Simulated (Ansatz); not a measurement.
## Cd32Se32: geometry relaxation (part 1 of 2)

- system: Cd32Se32 (64 atoms in the cell)
- method: DFT, PBEsol, PAW, plane waves (Ansatz 0.2.0)

The structure was built on a prototype by a generator.

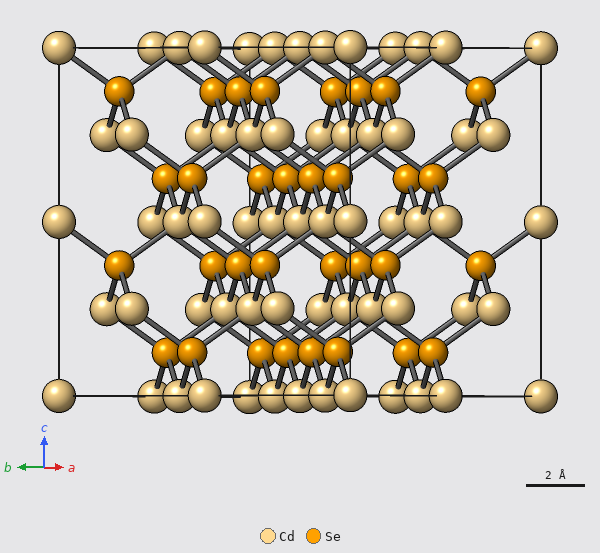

The input geometry (ball-and-stick view of the cell of the calculation, seen at an oblique angle). Near neighbours in the crystal (not all of them lie inside the picture): Cd has 4 Se at 2.63 Å; Se has 4 Cd at 2.63 Å.

## Results in brief

| quantity | value |
| --- | --- |
| outcome | converged |
| space group (tolerance 0.01 Å) | F-43m (216) |
| electrons treated | 1152 |
| free energy | −435499.6810 eV |
| Fermi energy | 8.196 eV |
| pressure | 0.00 GPa |
| largest force (length of the vector) at the end | under 0.001 eV/Å |
| final cell | a = 12.183 Å, b = 12.183 Å, c = 12.183 Å, α = 90.00°, β = 90.00°, γ = 90.00° |
| hardware | 8 CPU threads, shared host |
| wall time | 7.9 s (CPU time 12 s) |
| peak memory | 2.4 GiB |

## Remarks

The k-point mesh is coarse for a cell of this size, so the results may not be converged.

## Input file
```yaml
crystal:
  lattice:
    - [12.160000, 0.000000, 0.000000]
    - [0.000000, 12.160000, 0.000000]
    - [0.000000, 0.000000, 12.160000]
  atoms:
    - { symbol: Cd, position: [0.000000, 0.000000, 0.000000] }
    - { symbol: Cd, position: [0.000000, 0.000000, 0.500000] }
    - { symbol: Cd, position: [0.000000, 0.500000, 0.000000] }
    - { symbol: Cd, position: [0.000000, 0.500000, 0.500000] }
    - { symbol: Cd, position: [0.500000, 0.000000, 0.000000] }
    - { symbol: Cd, position: [0.500000, 0.000000, 0.500000] }
    - { symbol: Cd, position: [0.500000, 0.500000, 0.000000] }
    - { symbol: Cd, position: [0.500000, 0.500000, 0.500000] }
    - { symbol: Cd, position: [0.250000, 0.250000, 0.000000] }
    - { symbol: Cd, position: [0.250000, 0.250000, 0.500000] }
    - { symbol: Cd, position: [0.250000, 0.750000, 0.000000] }
    - { symbol: Cd, position: [0.250000, 0.750000, 0.500000] }
    - { symbol: Cd, position: [0.750000, 0.250000, 0.000000] }
    - { symbol: Cd, position: [0.750000, 0.250000, 0.500000] }
    - { symbol: Cd, position: [0.750000, 0.750000, 0.000000] }
    - { symbol: Cd, position: [0.750000, 0.750000, 0.500000] }
    - { symbol: Cd, position: [0.250000, 0.000000, 0.250000] }
    - { symbol: Cd, position: [0.250000, 0.000000, 0.750000] }
    - { symbol: Cd, position: [0.250000, 0.500000, 0.250000] }
    - { symbol: Cd, position: [0.250000, 0.500000, 0.750000] }
    - { symbol: Cd, position: [0.750000, 0.000000, 0.250000] }
    - { symbol: Cd, position: [0.750000, 0.000000, 0.750000] }
    - { symbol: Cd, position: [0.750000, 0.500000, 0.250000] }
    - { symbol: Cd, position: [0.750000, 0.500000, 0.750000] }
    - { symbol: Cd, position: [0.000000, 0.250000, 0.250000] }
    - { symbol: Cd, position: [0.000000, 0.250000, 0.750000] }
    - { symbol: Cd, position: [0.000000, 0.750000, 0.250000] }
    - { symbol: Cd, position: [0.000000, 0.750000, 0.750000] }
    - { symbol: Cd, position: [0.500000, 0.250000, 0.250000] }
    - { symbol: Cd, position: [0.500000, 0.250000, 0.750000] }
    - { symbol: Cd, position: [0.500000, 0.750000, 0.250000] }
    - { symbol: Cd, position: [0.500000, 0.750000, 0.750000] }
    - { symbol: Se, position: [0.125000, 0.125000, 0.125000] }
    - { symbol: Se, position: [0.125000, 0.125000, 0.625000] }
    - { symbol: Se, position: [0.125000, 0.625000, 0.125000] }
    - { symbol: Se, position: [0.125000, 0.625000, 0.625000] }
    - { symbol: Se, position: [0.625000, 0.125000, 0.125000] }
    - { symbol: Se, position: [0.625000, 0.125000, 0.625000] }
    - { symbol: Se, position: [0.625000, 0.625000, 0.125000] }
    - { symbol: Se, position: [0.625000, 0.625000, 0.625000] }
    - { symbol: Se, position: [0.375000, 0.375000, 0.125000] }
    - { symbol: Se, position: [0.375000, 0.375000, 0.625000] }
    - { symbol: Se, position: [0.375000, 0.875000, 0.125000] }
    - { symbol: Se, position: [0.375000, 0.875000, 0.625000] }
    - { symbol: Se, position: [0.875000, 0.375000, 0.125000] }
    - { symbol: Se, position: [0.875000, 0.375000, 0.625000] }
    - { symbol: Se, position: [0.875000, 0.875000, 0.125000] }
    - { symbol: Se, position: [0.875000, 0.875000, 0.625000] }
    - { symbol: Se, position: [0.375000, 0.125000, 0.375000] }
    - { symbol: Se, position: [0.375000, 0.125000, 0.875000] }
    - { symbol: Se, position: [0.375000, 0.625000, 0.375000] }
    - { symbol: Se, position: [0.375000, 0.625000, 0.875000] }
    - { symbol: Se, position: [0.875000, 0.125000, 0.375000] }
    - { symbol: Se, position: [0.875000, 0.125000, 0.875000] }
    - { symbol: Se, position: [0.875000, 0.625000, 0.375000] }
    - { symbol: Se, position: [0.875000, 0.625000, 0.875000] }
    - { symbol: Se, position: [0.125000, 0.375000, 0.375000] }
    - { symbol: Se, position: [0.125000, 0.375000, 0.875000] }
    - { symbol: Se, position: [0.125000, 0.875000, 0.375000] }
    - { symbol: Se, position: [0.125000, 0.875000, 0.875000] }
    - { symbol: Se, position: [0.625000, 0.375000, 0.375000] }
    - { symbol: Se, position: [0.625000, 0.375000, 0.875000] }
    - { symbol: Se, position: [0.625000, 0.875000, 0.375000] }
    - { symbol: Se, position: [0.625000, 0.875000, 0.875000] }
kpoints:
  mp_grid: { grid: [1, 1, 1], shift: [0.5, 0.5, 0.5] }
hamiltonian:
  xc: pbesol
scf:
  occupations: { method: fermi_dirac, width: 0.01 }
relax:
  f_tol: 0.03
  max_steps: 80
  escape_saddle: false
  adjacent_minimum: "off"
  cell: { fix: [shape] }
output:
  forces: true
  eigenvalues: true
  populations: true
```

## Log
```
Pseudopotentials: kind: paw
Functional definition: PBEsol
  exchange = pbesol_x
  correlation = pbesol_c
Crystal: 64 atoms, lattice volume = 1798.046 Å³
Basis set: ecut = 420 eV, 35033 PW (Γ), exchange–correlation on 180×180×180 points (8 copies of the dense FFT grid, shifted against one another)
Bands: 692, of which v1, the nominal top of the filled ones, is band 576 counted from 1 (575 counted from 0)
Symmetry: 768 space group operations
Space group: F-43m (ITA 216), of the structure as read, at distance tolerance 1.2e-4 Å
k-points: 1
Non-local potential: Cd, projectors of the file, l = 0: 3, l = 1: 2, l = 2: 2, l = 3: 1
Non-local potential: Se, projectors of the file, l = 0: 2, l = 1: 2, l = 2: 3, l = 3: 1
PAW form: soft (Blöchl's): semilocal exchange-correlation on the pseudo side does not see the compensation charge
PAW frozen core: Cd, regenerated for the run's functional, and the local potential with it (the file was generated under x = pbe(κ = 0.804, μ = 0.2195149727645171), c = pbe(β = 0.06672455060314922))
PAW frozen core: Se, regenerated for the run's functional, and the local potential with it (the file was generated under x = pbe(κ = 0.804, μ = 0.2195149727645171), c = pbe(β = 0.06672455060314922))
PAW one-centre angular grid: Cd, 590 points (default); XC on 64 Gauss nodes
PAW one-centre angular grid: Se, 590 points (default); XC on 64 Gauss nodes
Initial density: superposition of atomic densities (neutral atoms: chi_scale 0, normalization atom), corrected by the library's trained network
Initial wavefunctions: pseudopotential atomic-orbital guess
Functional: x = pbesol(κ = 0.804, μ = 0.12345679012345678), c = pbesol(β = 0.046)
SCF iter   1: F=—  HF=-435499.725687 eV  |F-HF|=—  |Δ(HF+E_count)|=         —  Δρ=3.66e-3  dr2=2.50e-1  ethr=1.77e-3  ⟨swp⟩=6.0  Hψ=2388  notcnv=0
preconditioner: auto → Resta (q_TF=auto, 2.533 Å⁻¹)  ε∞=4.2  [insulator: Δε(μ)=2.576 eV  Ē_g=11.750 eV  σ=0.010 eV  W_gap=1.00  n_scr=484 (ndim 8)  ℏωp=21.0 eV  f_vac=0.205  D(μ)=0.00/eV (n_scr^D=0)  ε∞_Penn≈4.2]
SCF iter   2: F=—  HF=-435499.662302 eV  |F-HF|=—  |Δ(HF+E_count)|=   6.34e-2  Δρ=1.25e-3  dr2=3.80e-2  ethr=2.17e-5  ⟨swp⟩=2.0  Hψ=1084  notcnv=0  defer=108
SCF iter   3: F=—  HF=-435499.667284 eV  |F-HF|=—  |Δ(HF+E_count)|=   4.98e-3  Δρ=4.63e-4  dr2=5.70e-3  ethr=3.30e-6  ⟨swp⟩=2.0  Hψ=688  notcnv=0  defer=108
SCF iter   4: F=—  HF=-435499.676979 eV  |F-HF|=—  |Δ(HF+E_count)|=   9.69e-3  Δρ=1.36e-4  dr2=4.01e-4  ethr=4.94e-7  ⟨swp⟩=2.0  Hψ=880  notcnv=0  defer=108
SCF iter   5: F=—  HF=-435499.658906 eV  |F-HF|=—  |Δ(HF+E_count)|=   1.81e-2  Δρ=3.30e-5  dr2=2.96e-5  ethr=3.48e-8  ⟨swp⟩=2.0  Hψ=872  notcnv=0  defer=108
SCF iter   6: F=—  HF=-435499.673274 eV  |F-HF|=—  |Δ(HF+E_count)|=   1.44e-2  Δρ=1.39e-5  dr2=3.44e-6  ethr=2.57e-9  ⟨swp⟩=2.0  Hψ=1032  notcnv=0  defer=108
SCF iter   7: F=—  HF=-435499.673277 eV  |F-HF|=—  |Δ(HF+E_count)|=   2.89e-6  Δρ=6.76e-6  dr2=5.64e-7  ethr=2.99e-10  ⟨swp⟩=2.0  Hψ=1128  notcnv=0  defer=108
SCF iter   8: F=-435499.673277 eV  HF=-435499.673277 eV  |F-HF|=3.81e-8  |Δ(HF+E_count)|=   6.70e-8  Δρ=1.07e-6  dr2=1.90e-8  ethr=8.68e-12  ⟨swp⟩=8.0  Hψ=2863  notcnv=0
SCF 1 converged in 8 iterations: F = -435499.673277 eV  dr2 = 1.90e-8
  greatest PAW one-centre occupation: 1.000 electrons in one spin orbital (limit 2), on the Cd atom at site 31 (counted from 0), in its partial waves of l = 0
relax step   1: F+E_penalty+E_count = -435499.67327680 eV  Δ(F+E_penalty+E_count) = +0.000e0 eV  max|allowed force component| = 4.279e-25 eV/Å  Δτ_max = 0.0000 Å  P = +0.295 GPa  Ω = 1798.046 Å³  fix = [alpha, beta, gamma, b/a, c/a]  (8 SCF iters, dr2 threshold 1.00e-7 eV, accepted)
Crystal: 64 atoms, lattice volume = 1814.871 Å³
Basis set: ecut = 420 eV, 35513 PW (Γ), exchange–correlation on 180×180×180 points (8 copies of the dense FFT grid, shifted against one another)
Initial density: handed on by an earlier stage of this run
Initial wavefunctions: those handed on with the density
iter 1 solved again at ethr=5.16e-7 eV; its pass at ethr=3.10e-3 eV (dr2=5.95e-3 eV) is discarded
SCF iter   1: F=—  HF=-435499.662629 eV  |F-HF|=—  |Δ(HF+E_count)|=         —  Δρ=2.48e-4  dr2=1.50e-3  ethr=5.16e-7  ⟨swp⟩=3.0  Hψ=2845  notcnv=0
preconditioner: auto → Resta (q_TF=auto, 2.529 Å⁻¹)  ε∞=4.2  [insulator: Δε(μ)=2.578 eV  Ē_g=11.748 eV  σ=0.010 eV  W_gap=1.00  n_scr=484 (ndim 8)  ℏωp=20.9 eV  f_vac=0.204  D(μ)=0.00/eV (n_scr^D=0)  ε∞_Penn≈4.2]
SCF iter   2: F=—  HF=-435499.673764 eV  |F-HF|=—  |Δ(HF+E_count)|=   1.11e-2  Δρ=1.49e-4  dr2=4.64e-4  ethr=1.30e-7  ⟨swp⟩=2.0  Hψ=716  notcnv=0
SCF iter   3: F=—  HF=-435499.661764 eV  |F-HF|=—  |Δ(HF+E_count)|=   1.20e-2  Δρ=3.62e-5  dr2=4.44e-5  ethr=4.03e-8  ⟨swp⟩=3.0  Hψ=1220  notcnv=0
SCF iter   4: F=—  HF=-435499.676162 eV  |F-HF|=—  |Δ(HF+E_count)|=   1.44e-2  Δρ=1.50e-5  dr2=7.56e-6  ethr=3.85e-9  ⟨swp⟩=2.0  Hψ=1140  notcnv=0
SCF iter   5: F=—  HF=-435499.676169 eV  |F-HF|=—  |Δ(HF+E_count)|=   7.17e-6  Δρ=5.10e-6  dr2=5.08e-7  ethr=6.57e-10  ⟨swp⟩=2.0  Hψ=1140  notcnv=0
SCF iter   6: F=-435499.676170 eV  HF=-435499.676170 eV  |F-HF|=3.86e-8  |Δ(HF+E_count)|=   1.18e-6  Δρ=2.20e-6  dr2=7.07e-8  ethr=1.89e-11  ⟨swp⟩=3.0  Hψ=1848  notcnv=0
SCF 2 converged in 6 iterations: F = -435499.676170 eV  dr2 = 7.07e-8
relax step   2: F+E_penalty+E_count = -435499.67617022 eV  Δ(F+E_penalty+E_count) = -2.893e-3 eV  max|allowed force component| = 1.575e-24 eV/Å  Δτ_max = 0.0000 Å  P = -0.186 GPa  Ω = 1814.871 Å³  energy of the carried Pulay correction = -2.608e-3 eV  fix = [alpha, beta, gamma, b/a, c/a]  (6 SCF iters, dr2 threshold 2.18e-7 eV, accepted)
Crystal: 64 atoms, lattice volume = 1808.325 Å³
iter 1 solved again at ethr=9.35e-8 eV; its pass at ethr=3.10e-3 eV (dr2=1.08e-3 eV) is discarded
SCF iter   1: F=—  HF=-435499.666644 eV  |F-HF|=—  |Δ(HF+E_count)|=         —  Δρ=9.69e-5  dr2=2.25e-4  ethr=9.35e-8  ⟨swp⟩=3.0  Hψ=2696  notcnv=0
preconditioner: auto → Resta (q_TF=auto, 2.531 Å⁻¹)  ε∞=4.2  [insulator: Δε(μ)=2.584 eV  Ē_g=11.767 eV  σ=0.010 eV  W_gap=1.00  n_scr=484 (ndim 8)  ℏωp=21.0 eV  f_vac=0.203  D(μ)=0.00/eV (n_scr^D=0)  ε∞_Penn≈4.2]
SCF iter   2: F=—  HF=-435499.666611 eV  |F-HF|=—  |Δ(HF+E_count)|=   3.29e-5  Δρ=5.78e-5  dr2=6.85e-5  ethr=1.95e-8  ⟨swp⟩=2.0  Hψ=716  notcnv=0
SCF iter   3: F=—  HF=-435499.681039 eV  |F-HF|=—  |Δ(HF+E_count)|=   1.44e-2  Δρ=1.39e-5  dr2=6.45e-6  ethr=5.95e-9  ⟨swp⟩=2.0  Hψ=1097  notcnv=0
SCF iter   4: F=—  HF=-435499.681040 eV  |F-HF|=—  |Δ(HF+E_count)|=   9.43e-7  Δρ=5.72e-6  dr2=1.15e-6  ethr=5.60e-10  ⟨swp⟩=2.0  Hψ=1140  notcnv=0
SCF iter   5: F=—  HF=-435499.681041 eV  |F-HF|=—  |Δ(HF+E_count)|=   1.00e-6  Δρ=2.11e-6  dr2=8.79e-8  ethr=9.97e-11  ⟨swp⟩=2.0  Hψ=1140  notcnv=0
SCF iter   6: F=-435499.681041 eV  HF=-435499.681041 eV  |F-HF|=1.15e-8  |Δ(HF+E_count)|=   1.87e-7  Δρ=8.26e-7  dr2=1.04e-8  ethr=7.54e-12  ⟨swp⟩=3.0  Hψ=1792  notcnv=0
SCF 3 converged in 6 iterations: F = -435499.681041 eV  dr2 = 1.04e-8
relax step   3: F+E_penalty+E_count = -435499.68104071 eV  Δ(F+E_penalty+E_count) = -4.870e-3 eV  max|allowed force component| = 7.502e-26 eV/Å  Δτ_max = 0.0000 Å  P = -0.002 GPa  Ω = 1808.325 Å³  energy of the carried Pulay correction = -1.596e-3 eV  fix = [alpha, beta, gamma, b/a, c/a]  (6 SCF iters, dr2 threshold 8.68e-8 eV, accepted)
Initial wavefunctions: pseudopotential atomic-orbital guess (no wavefunctions were taken with the density)
iter 1 solved again at ethr=4.77e-8 eV; its pass at ethr=3.10e-3 eV (dr2=5.49e-4 eV) is discarded
SCF iter   1: F=—  HF=-435499.666450 eV  |F-HF|=—  |Δ(HF+E_count)|=         —  Δρ=8.84e-7  dr2=1.00e-8  ethr=4.77e-8  ⟨swp⟩=4.0  Hψ=4096  notcnv=0
eigensolver tolerance schedule: the retry pair's looser diagonalisation over-reported the residual by 54848.27 of it (diagonalisation noise at 5.40 of the residual, at the tolerance the schedule requests for it); recorded, not acted on — ethr = c·dr2/N_el stays at c = 1.0e-1
preconditioner: auto → Resta (q_TF=auto, 2.531 Å⁻¹)  ε∞=4.2  [insulator: Δε(μ)=2.585 eV  Ē_g=11.766 eV  σ=0.010 eV  W_gap=1.00  n_scr=484 (ndim 8)  ℏωp=21.0 eV  f_vac=0.203  D(μ)=0.00/eV (n_scr^D=0)  ε∞_Penn≈4.2]
SCF iter   2: F=—  HF=-435499.681041 eV  |F-HF|=—  |Δ(HF+E_count)|=   1.46e-2  Δρ=3.46e-7  dr2=3.00e-9  ethr=1.00e-12  ⟨swp⟩=4.0  Hψ=1783  notcnv=0
SCF iter   3: F=—  HF=-435499.681041 eV  |F-HF|=—  |Δ(HF+E_count)|=   6.00e-9  Δρ=2.34e-7  dr2=1.54e-9  ethr=1.00e-12  ⟨swp⟩=2.0  Hψ=724  notcnv=0
SCF iter   4: F=-435499.681041 eV  HF=-435499.681041 eV  |F-HF|=2.91e-10  |Δ(HF+E_count)|=   5.30e-9  Δρ=3.89e-8  dr2=1.80e-11  ethr=1.00e-12  ⟨swp⟩=2.0  Hψ=2234  notcnv=0
SCF 4 converged in 4 iterations: F = -435499.681041 eV  dr2 = 1.80e-11
relax step   4: F+E_penalty+E_count = -435499.68104066 eV  Δ(F+E_penalty+E_count) = +4.942e-8 eV  max|allowed force component| = 1.931e-26 eV/Å  Δτ_max = 0.0000 Å  P = -0.002 GPa  Ω = 1808.325 Å³  fix = [alpha, beta, gamma, b/a, c/a]  stress off target by 1.72e-3 GPa on what of the cell is left free  SCF on the basis re-selected at this cell (its energy is not comparable with the rows above)  (4 S
```

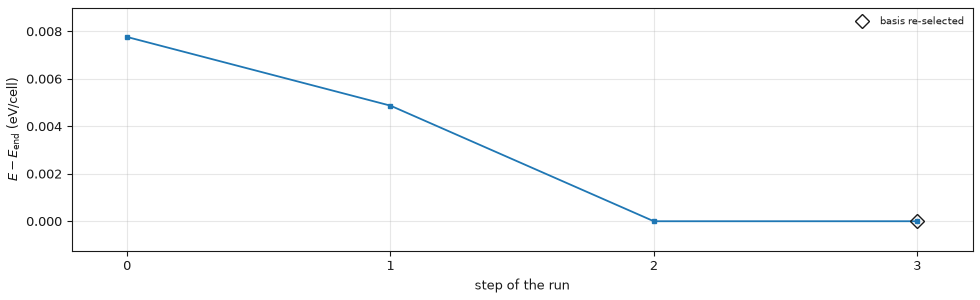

Progress of the relaxation, step by step (the first geometry is step 0 here and step 1 in the log). Over 2 geometry steps the energy falls by 7.8 meV per cell of the calculation. All forces vanish by symmetry, so only the cell relaxes. Pressure: 0.30 GPa at the start and 0.00 GPa at the end. No atom moves by more than 0.005 Å relative to the cell. Cell: a = b = c 12.160 → 12.183 Å (+0.2 %). Volume +0.6 %. Among the contacts that change: Cd10–Se34 2.633 → 2.638 Å. The space group stays F-43m (No. 216). A last SCF at the same geometry on a re-selected plane-wave basis shifts the energy by +0.0 meV per cell of the calculation. (Atoms are counted from 1 in the order of the input.)
